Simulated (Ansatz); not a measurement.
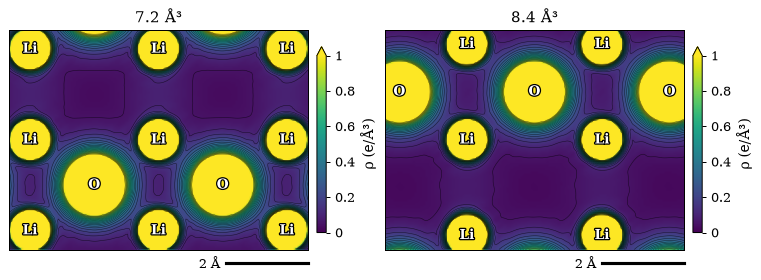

Li2O. The valence pseudo-density of cells scaled evenly to different volumes (given per atom above each panel), on the (11̄0) plane of each (indices in the axes of the cell below), at one length scale and on one colour scale.

Level of theory: Ansatz 0.2.0, DFT r2SCAN, scalar-relativistic, plane waves, PAW.

The density is the valence pseudo-density of a PAW calculation; it isn't the true density close to the nuclei.

The largest cell:

```yaml
crystal:
  lattice:
    - [0.00000, 2.33122, 2.33122]
    - [2.33122, 0.00000, 2.33122]
    - [2.33122, 2.33122, 0.00000]
  atoms:
    - { symbol: Li, position: [0.25000, 0.25000, 0.25000] }
    - { symbol: Li, position: [0.75000, 0.75000, 0.75000] }
    - { symbol: O, position: [0.00000, 0.00000, 0.00000] }
```

| volume (Å³/atom) | Li–O contact in the plane (Å) | ρ at its midpoint (e/Å³) | pressure (GPa) | gap on the mesh (eV) | 
| --- | --- | --- | --- | --- |
| 7.25 | 1.919 | 0.435 | 9.9 | 5.97 | 
| 7.97 | 1.980 | ? | ? | ? | 
| 8.45 | 2.019 | 0.351 | −4.5 | 5.64 | 

Q: Estimate the missing row, and compare with the calculation.

A: Over the known rows ln ρ falls by 2.15 per Å of Li–O distance (the line through the two), which gives 0.382 e/Å³ at 1.980 Å; the calculation gives 0.382 e/Å³. For the pressure, a straight line in volume between the neighbouring rows gives 1.3 GPa; the calculation gives 0.0, lower because pressure rises ever faster on compression. For the gap on the mesh, a straight line in volume between the neighbouring rows gives 5.77 eV; the calculation gives 5.77.
